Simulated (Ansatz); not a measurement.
Consider I.

```yaml
crystal:
  lattice:
    - [2.98708, 0.00000, 0.00000]
    - [0.00000, 2.98744, 0.00000]
    - [0.00000, 0.00000, 4.98863]
  atoms:
    - { symbol: I, position: [0.00000, 0.00000, 0.00000] }
    - { symbol: I, position: [0.50000, 0.50000, 0.50000] }
```

Space group I4/mmm; computed pressure about 32 GPa in this cell; computed without spin polarisation.

The calculation used DFT PBEsol, scalar-relativistic, plane waves, PAW in Ansatz.

### What will maps of the valence pseudo-density and electron localisation function show?

I–I (2.99 Å): ρ at the midpoint is about 0.32 e/Å³; the ELF is about 0.40 at the midpoint.

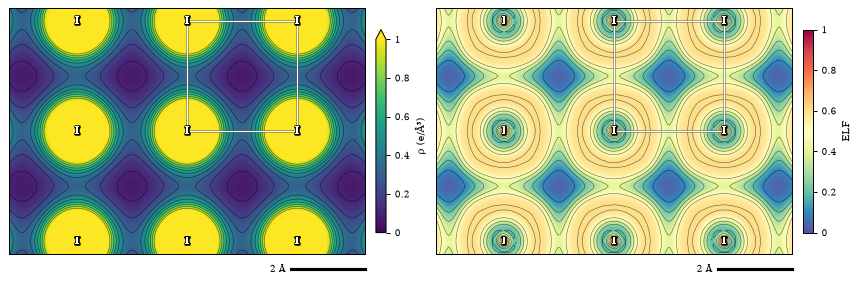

Computed valence pseudo-density and electron localisation function on the (001) plane of the conventional cell, in this order. 
